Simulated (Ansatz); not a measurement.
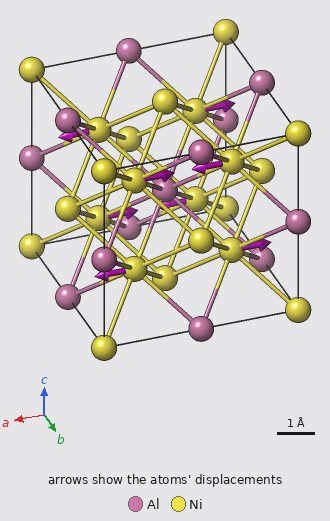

The lowest optical mode of a crystal of AlNi$_{3}$, space group Fm-3m (No. 225), at the zone centre. The purple arrows give the relative displacements of the atoms. Style: ball-and-stick. Shown: the conventional cell (4 times the calculation's cell), from a free direction. Lengths and directions refer to the drawn axes.

Theory: DFT PBE, scalar-relativistic, plane waves, PAW (Ansatz 0.2.0). (plane-wave cutoff 420 eV; k-point mesh 14 × 14 × 14; occupations fermi dirac; smearing width 0.15 eV; no spin polarisation)

The frequencies depend somewhat on the k-mesh and the smearing.

### Is this crystal at a minimum with respect to the drawn distortion?

Yes: this softest mode has a real frequency, and so have all others here. That speaks for this wave vector alone: the rest of the zone wasn't checked in this run. This is the T₂g mode (triply degenerate; one member of the set is drawn) at 178 cm⁻¹, the lowest optical level, Raman-active by symmetry. The Al and Ni (4a) atoms stay at rest; all motion is along a; atoms of one kind move against one another, with no net shift of their sublattice.

Limits of the set-up: an element that often carries a moment was run without spin polarisation.
